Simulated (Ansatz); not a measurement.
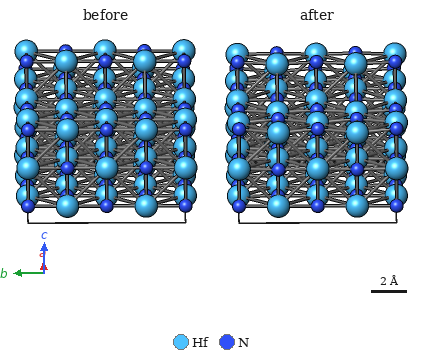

The structure of a slab of composition HfN (cut from the Fm-3m phase) before (left) and after (right) a constrained relaxation, at one scale.

The picture is a ball-and-stick view of the 1 × 2 repeat of the cell, outlined in the plane, without the vacuum (origin shifted), seen from a free direction.

Case: stripe over 1 of 3 cells, two steps. 12 atoms are held fixed.

Computed with Ansatz 0.2.0, DFT PBEsol, scalar-relativistic, plane waves, PAW.

Input file:
```yaml
crystal:
  lattice:
    - [13.5052255889, 0.0, 0.0]
    - [0.0, 4.501741863, 0.0]
    - [0.0, 0.0, 18.7526127945]
  atoms:
    - { symbol: Hf, position: [0.0, 0.0, 0.0799888536] }
    - { symbol: "N", position: [0.1666666667, 0.0, 0.0799888536] }
    - { symbol: Hf, position: [0.0, 0.5, 0.2000185773] }
    - { symbol: "N", position: [0.1666666667, 0.5, 0.2000185773] }
    - { symbol: Hf, position: [0.1666666667, 0.0, 0.2000185773] }
    - { symbol: "N", position: [0.0, 0.0, 0.2000185773] }
    - { symbol: Hf, position: [0.1666666667, 0.5, 0.0799888536] }
    - { symbol: "N", position: [0.0, 0.5, 0.0799888536] }
    - { symbol: Hf, position: [0.3333333333, 0.0, 0.0799888536] }
    - { symbol: "N", position: [0.5, 0.0, 0.0799888536] }
    - { symbol: Hf, position: [0.3333333333, 0.5, 0.2000185773] }
    - { symbol: "N", position: [0.5, 0.5, 0.2000185773] }
    - { symbol: Hf, position: [0.5, 0.0, 0.2000185773] }
    - { symbol: "N", position: [0.3333333333, 0.0, 0.2000185773] }
    - { symbol: Hf, position: [0.5, 0.5, 0.0799888536] }
    - { symbol: "N", position: [0.3333333333, 0.5, 0.0799888536] }
    - { symbol: Hf, position: [0.6666666667, 0.0, 0.0799888536] }
    - { symbol: "N", position: [0.8333333333, 0.0, 0.0799888536] }
    - { symbol: Hf, position: [0.6666666667, 0.5, 0.2000185773] }
    - { symbol: "N", position: [0.8333333333, 0.5, 0.2000185773] }
    - { symbol: Hf, position: [0.8333333333, 0.0, 0.2000185773] }
    - { symbol: "N", position: [0.6666666667, 0.0, 0.2000185773] }
    - { symbol: Hf, position: [0.8333333333, 0.5, 0.0799888536] }
    - { symbol: "N", position: [0.6666666667, 0.5, 0.0799888536] }
    - { symbol: Hf, position: [0.0, 0.0, 0.3200483009] }
    - { symbol: "N", position: [0.1666666667, 0.0, 0.3200483009] }
    - { symbol: Hf, position: [0.1666666667, 0.5, 0.3200483009] }
    - { symbol: "N", position: [0.0, 0.5, 0.3200483009] }
    - { symbol: Hf, position: [0.3333333333, 0.0, 0.3200483009] }
    - { symbol: "N", position: [0.5, 0.0, 0.3200483009] }
    - { symbol: Hf, position: [0.5, 0.5, 0.3200483009] }
    - { symbol: "N", position: [0.3333333333, 0.5, 0.3200483009] }
    - { symbol: Hf, position: [0.6666666667, 0.0, 0.3200483009] }
    - { symbol: "N", position: [0.8333333333, 0.0, 0.3200483009] }
    - { symbol: Hf, position: [0.8333333333, 0.5, 0.3200483009] }
    - { symbol: "N", position: [0.6666666667, 0.5, 0.3200483009] }
    - { symbol: Hf, position: [0.0, 0.5, 0.4400780246] }
    - { symbol: "N", position: [0.1666666667, 0.5, 0.4400780246] }
    - { symbol: Hf, position: [0.1666666667, 0.0, 0.4400780246] }
    - { symbol: "N", position: [0.0, 0.0, 0.4400780246] }
basis:
  ecutwfc: 420
kpoints:
  mp_grid: { grid: [3, 8, 1] }
hamiltonian:
  xc: pbesol
scf:
  occupations: { method: gaussian, width: 0.1 }
output:
  forces: true
  eigenvalues: true
  populations: true
relax:
  adjacent_minimum: "off"
  f_tol: 0.02
  max_steps: 45
  constraints: [{ sites: [0, 1, 6, 7, 8, 9, 14, 15, 16, 17, 22, 23] }]
efield:
  axis: 3
  dipole_correction: true
  ramp_width: 0.04
```

Launched with:
```bash
ansatz run input.yaml --threads 4 --pin off --max-ram 11264MiB --backend cpu --events-out ev --progress --plain --runs-dir out
```

Summarise the run.

The largest moves, 0.19 Å, are those of Hf37 and Hf39. Hf37 goes at 19° to the normal (−c side). Largest moves by element: Hf 0.19 Å, N 0.17 Å. The lattice vectors keep their values. Some distances before and after: Hf37–N38 2.251 → 2.048 Å, Hf25–Hf27 3.183 → 3.386 Å, N26–Hf39 2.251 → 2.059 Å, Hf25–N26 2.251 → 2.395 Å. Among the angles between lasting bonds that change: Hf33–N36–Hf33 180.0° → 168.9°, Hf31–N36–Hf35 180.0° → 169.7°, Hf3–N6–Hf3 180.0° → 171.1°. The energy falls by 1.479 eV per cell of the calculation in 5 accepted moves (6 points after the start). Largest force component: 1.6 eV/Å at the start, 0.019 eV/Å at the end. 1 step only repeated the SCF at the same geometry.
